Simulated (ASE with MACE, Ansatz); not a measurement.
# Boundary energy of (11-22) twin boundary in hcp Co (80 atoms)

What is the boundary energy of this cell, counted against the bulk crystal, and how far does it hang on functional and mesh?

Calculated with Ansatz 0.2.0: Kohn-Sham DFT, PBE, PAW (set soft_2), plane waves; cutoff 420 eV, fermi-dirac smearing of 0.1 eV, spin polarised, started with 80 parallel moments, ending at 129.3 μB in the cell. Cutoffs: 420 eV for PBE; 500 eV for r2SCAN.

**The cells**

The cell holds 80 atoms: 80 Co. Its edges and angles: a = 8.626 Å, b = 6.406 Å, c = 21.470 Å, α = 90.0°, β = 90.0°, γ = 132.3°. It derives from Co. The starting structure: Two grains of Co, one the mirror image of the other in the boundary plane, two boundaries a cell; of 6 trial joints (lateral shifts, openings, close atoms taken out) the lowest after a short relaxation with the MACE-MP-0b2 potential was kept (shift [0, 0] of the surface cell, opening 0.00 Å, one of each pair under 1.74 Å removed), then its atoms and the cell's length along the normal were relaxed with that potential. Lattice constants are starting values near those of PBE.

The bulk reference is Co2 in a cell of 2 atoms, 10.819 Å³ an atom.

The input of the single point on the relaxed cell:

```yaml
crystal:
  lattice:
    - [8.62561, 0.0, 0.0]
    - [-4.31281, 4.73719, 0.0]
    - [0.0, 0.0, 21.46984]
  atoms:
    - { symbol: Co, position: [0.32208, 0.13995, 1.0], spin: 1.7 }
    - { symbol: Co, position: [0.48417, 0.64003, 1.0], spin: 1.7 }
    - { symbol: Co, position: [0.13598, 0.27232, 0.05417], spin: 1.7 }
    - { symbol: Co, position: [0.30271, 0.77244, 0.05419], spin: 1.7 }
    [... 74 atom lines left out ...]
    - { symbol: Co, position: [0.6928, 0.38526, 0.55419], spin: 1.7 }
    - { symbol: Co, position: [0.85954, 0.88538, 0.55417], spin: 1.7 }
magnetization:
  spin_polarized: true
kpoints:
  mp_grid: { grid: [6, 8, 2] }
hamiltonian:
  xc: pbe
scf:
  occupations: { method: fermi_dirac, width: 0.1 }
  lower_state_search: "off"
output:
  forces: true
  stress: true
  populations: true
  dos:
    method: { smearing: { sigma: 0.08 } }
    de: 0.1
    projected:
      site_lists:
        Co: [Co]
        lower_grain: [... 44 sites ...]
        upper_grain: [... 36 sites ...]
  eigenvalues: true
  write_density: true
  write_potential: true
  volumetric_format: npy
```

| cell | formula | k-mesh | relaxation steps | gain on relaxing (eV) | free energy, PBE (eV) | moment (μB) | time of its runs on this page |
| --- | --- | --- | --- | --- | --- | --- | --- |
| (11-22) twin boundary in hcp Co | Co80 | 6×8×2 (relaxed on 4×5×1) | 3 | 0.03 | -410090.849 | 129.3 | 8.1 min |
| bulk Co | Co2 | 26×26×14 | - | - | -10252.333 | 3.2 | 23 s |

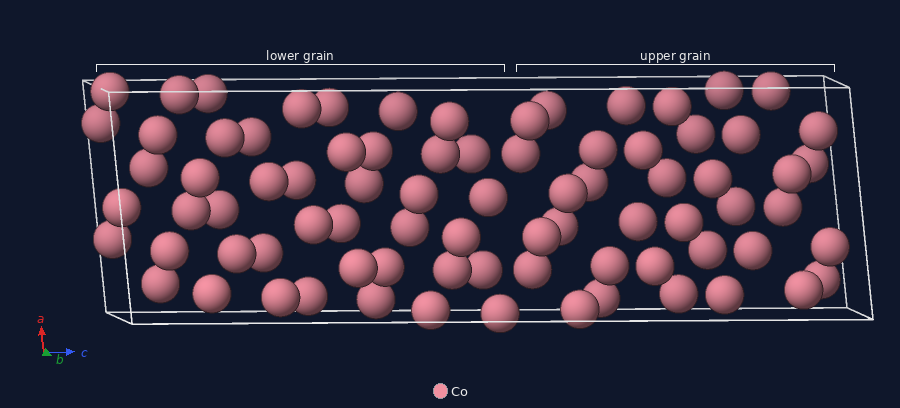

The relaxed cell.

**Boundary energy**

The excess is the cell's free energy less 40 times that of the bulk cell. It is divided by twice the area, as the cell holds two boundaries, so the value is their mean, and they need not be alike (40.86 Å²), with 1 eV/Å² = 16.022 J/m².

```
           level  k-mesh  excess (eV)  boundary energy (J/m²)  per area (meV/Å²)
             PBE   6×8×2        2.473                   0.485               30.3
PBE, denser mesh  7×10×2        2.475                   0.485               30.3
          r2SCAN   6×8×2        2.507                   0.492               30.7
```

Worked for the first row at PBE: (-410090.849) − 40 × (-10252.333) = 2.473 eV (from unrounded energies).

Then 2.473 / (2 × 40.86) × 16.022 = 0.485 J/m².

**Neighbours**

Bonds by pair of elements; cutoffs follow the first minimum of g(r), held within bounds set by covalent radii, and pairs that aren't listed don't count as bonded:

```
pair A-B  cutoff (Å)  bonds  mean length (Å)  spread (Å)  shortest (Å)  B about A  A about B
   Co-Co        2.93    472             2.49       0.031          2.33       11.8       11.8
```

How many atoms have how many bonded neighbours:

```
element  mean  11  12
     Co  11.8  16  64
```

**Findings**

At PBE the boundary energy is 0.48 J/m². At the same geometries the levels agree within 0.007 J/m² and the denser mesh leaves it within 0.01 J/m². Relaxing the atoms lowered it by 0.006 J/m² from the start (on the 4×5×1 mesh of the relaxation), and the farthest atom moved 0.04 Å. By these cutoffs 16 of 80 Co atoms differ from the commonest count of 12.

Limits: The cell edges were held, so the lattice is the typed one for every functional, and the length along the normal is the one that the machine-learned potential gave. Cell and bulk are sampled on unlike meshes, and the error grows with the number of atoms subtracted. These are free energies under a smearing of 0.1 eV, whose entropy term isn't removed. The joint was picked among a few trials by a machine-learned potential, and a lower one may exist. The run was spin polarised, started with 80 parallel moments, ending at 129.3 μB in the cell; that starting order needn't be the real material's, and it bears on forces, charges and levels. In some runs the program notes that it cut back its plan to fit the GPU's memory and positions were snapped to a detected symmetry. Spin-polarised runs here had the search for other magnetic states switched off.

[Logs are printed without paths, hosts, clocks, repeated set-up lines and the standing remarks that a program may print on its own settings, such as how far it seeks lower states.]

[Hosts, paths, dates, database ids (printed as entryN), source tags and the programs' standing remarks are cut or masked in the printed files.]
